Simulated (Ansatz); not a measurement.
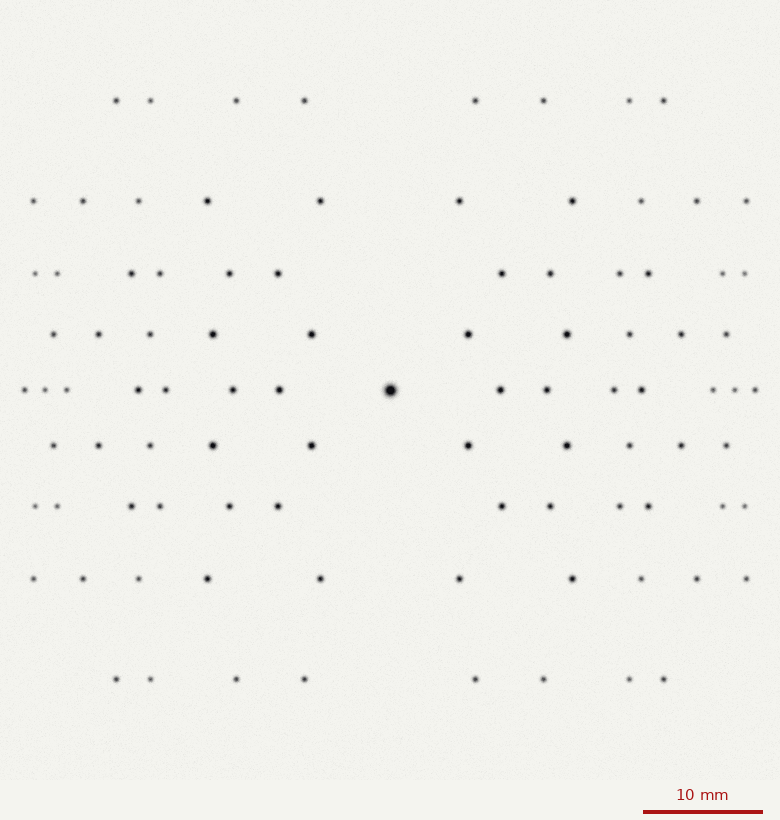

Simulated X-ray rotation photograph: Mo Kα radiation (λ = 0.7107 Å), cylindrical film of radius 28.65 mm unrolled, rotation axis vertical and normal to the beam, kinematic intensities without Lorentz or polarisation factors, the film spanning ±63° about the beam; spots down to d = 0.67 Å.

Measure the layer lines and find the identity period along the axis.

Answer. The first layer line lies 4.7 mm from the equator, so tan ν = 0.164, sin ν = 0.162 and the period is λ/sin ν = 4.38 Å. Further lines follow at 9.8, 16.0, 24.4 mm.

The crystal is Se, space group Fm-3m (No. 225), a = 4.381 Å. Structure: the end point of a relaxation with Ansatz, DFT, RPBE, plane waves (420 eV) with PAW, scalar-relativistic; the starting structure was generated, so it need not be a known form of this composition.

About which axis was it rotated?

Answer. About [001] (or an equivalent direction), whose length in the conventional cell is 4.381 Å.
